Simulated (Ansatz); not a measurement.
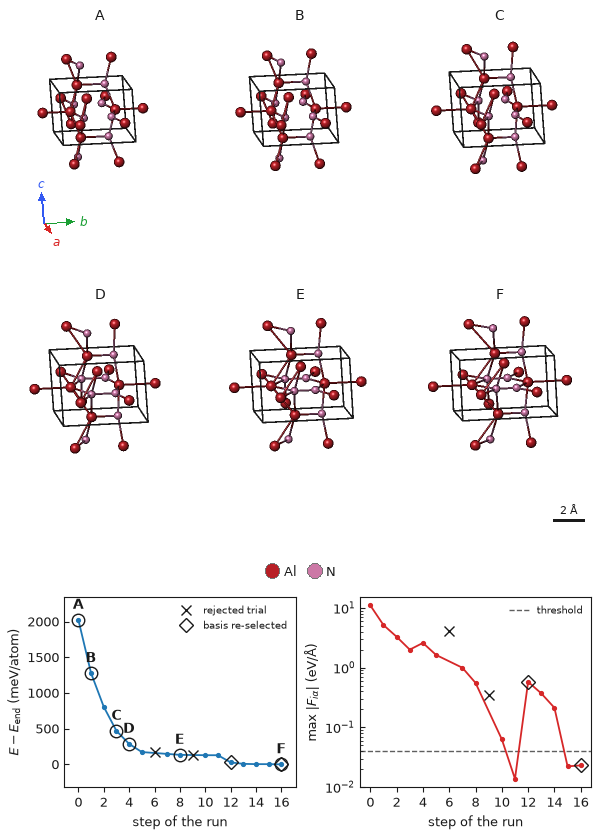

Frames of a relaxation of crystalline AlN (a generated structure, set up in P2) (coarse preliminary run), marked on the history of the run. The picture is a ball-and-stick view of the cell of the calculation, seen slightly off an axis.

Level of theory: DFT PBE, scalar-relativistic, plane waves, PAW (Ansatz 0.2.0). (plane-wave cutoff 420 eV; k-point mesh 6 × 4 × 6; occupations gaussian; smearing width 0.1 eV; no spin polarisation; cell and atoms relaxed; force threshold 0.04 eV/Å; at most 70 steps)

**What happens along the run?**

The energy falls by 2025 meV per atom in 12 accepted moves (16 points after the start). The largest force component goes from 11 to 0.023 eV/Å. The pressure goes from 94.09 to 0.01 GPa. The line search rejected the trial steps at points 6, 9 of the run. At 2 points the geometry stayed and the basis and grid were re-selected for the new cell (energy shift of 100 meV per atom at most each time). The largest move relative to the cell is that of an Al atom, 0.72 Å along +b. Largest moves by element: Al 0.72 Å, N 0.67 Å. Cell: a 3.522 → 3.305 Å (−6.2 %), b 4.887 → 6.379 Å (+30.5 %), c 3.522 → 4.016 Å (+14.0 %), β 113.8° → 103.6°. Volume +48.4 %. Some distances before and after: Al–Al 1.870 → 2.622 Å, Al–Al 1.852 → 2.595 Å, N–N 1.870 → 1.376 Å, N–N 1.923 → 2.404 Å. New bonds form: N–N (1.87 → 1.38 Å). Among the angles between lasting bonds that change: Al–Al–Al 143.9° → 101.4°, N–Al–N 143.9° → 103.0°, Al–N–Al 143.9° → 103.0°. The space group stays P2 (No. 3). The run took 2.6 min on 1 thread of Arm Neoverse V1, with other jobs on the host, peak memory 0.39 GiB. From step 0 to 1: an Al atom moves most (0.10 Å), volume +9.3 %, energy −747 meV per atom. From step 1 to 3: an Al atom moves most (0.25 Å), volume +18.8 %, energy −809 meV per atom. From step 3 to 4: an N atom moves most (0.14 Å), volume +6.0 %, energy −183 meV per atom. From step 4 to 8: an N atom moves most (0.23 Å), volume +2.3 %, energy −153 meV per atom. From step 8 to 16: an N atom moves most (0.10 Å), volume +5.5 %, energy −133 meV per atom.

```
step  E − E(0), meV/atom  largest force component, eV/Å  pressure, GPa  volume, Å³/atom                      note
   0                0.00                        11.0407          94.09            9.243                          
   1             -746.86                         5.1833          59.88           10.098                          
   2            -1218.26                         3.2965          35.20           10.990                          
   3            -1555.41                         2.0046          15.67           11.997                          
   4            -1738.25                         2.5981           5.49           12.714                          
   5            -1852.31                         1.6341           1.34           13.041                          
   6            -1846.93                         4.1883           0.92           13.159                  rejected
   7            -1878.24                         0.9975          -0.33           13.069                          
   8            -1891.63                         0.5567          -0.07           13.002                          
   9            -1889.37                         0.3470           2.30           12.676                  rejected
  10            -1896.39                         0.0631          -0.32           12.965                          
  11            -1896.83                         0.0137           0.08           12.888                          
  12            -1997.19                         0.5791           6.26           12.888  same geometry, new basis
  13            -2017.79                         0.3707           2.11           13.354                          
  14            -2021.52                         0.2127           0.56           13.692                          
  15            -2021.86                         0.0222          -0.04           13.714                          
  16            -2024.62                         0.0230           0.01           13.714  same geometry, new basis
```
